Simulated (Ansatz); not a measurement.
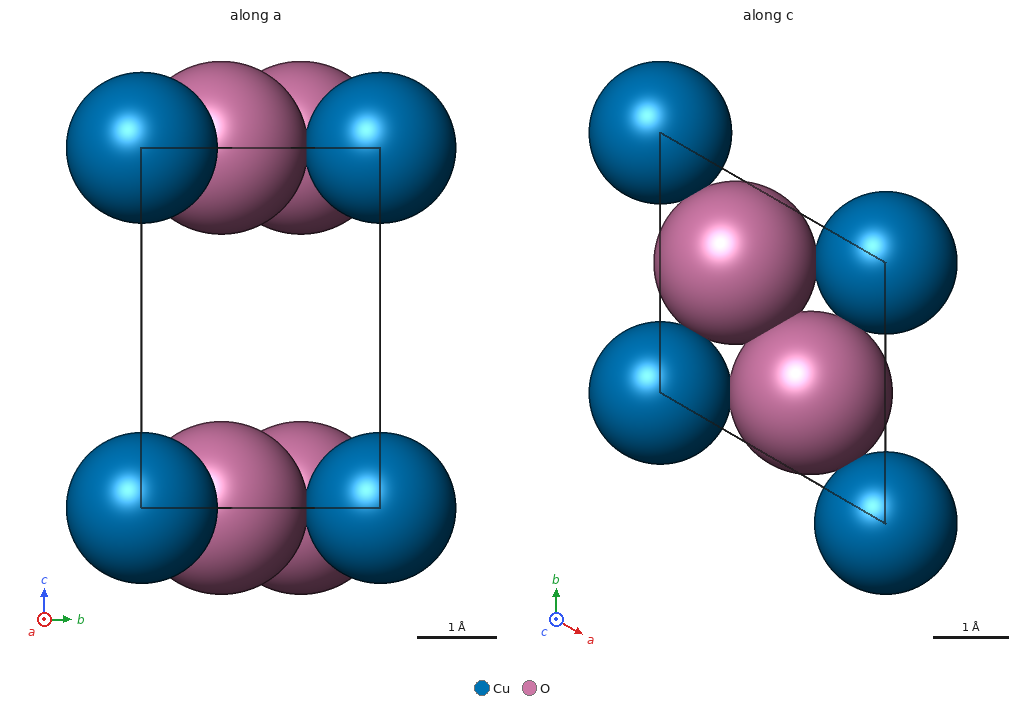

Crystal structure, space-filling style, seen along the a axis and along the c axis. The lines enclose the conventional unit cell; boundary atoms appear with their images.

CuO$_{2}$, space group P6/mmm (No. 191), a = 3.51 Å, b = 3.51 Å, c = 4.59 Å, α = 90.00°, β = 90.00°, γ = 120.00°.

Method used: DFT PBE, scalar-relativistic, plane waves, PAW in Ansatz 0.2.0. It ran with a basis cut at 420 eV, k-point mesh 18×18×10, Gaussian smearing of 0.1 eV, no spin polarisation.

### Is it conducting or gapped at this level?

A metal: bands cross the Fermi level.

### Give the pressure and its sign.

The computed pressure is 0.0 GPa, close to zero.

Its origin is a random cell made by a generator, so it need not be a real form of the compound. Earlier steps of the study may have refined or changed the cell and positions. It went into a calculation with Ansatz.
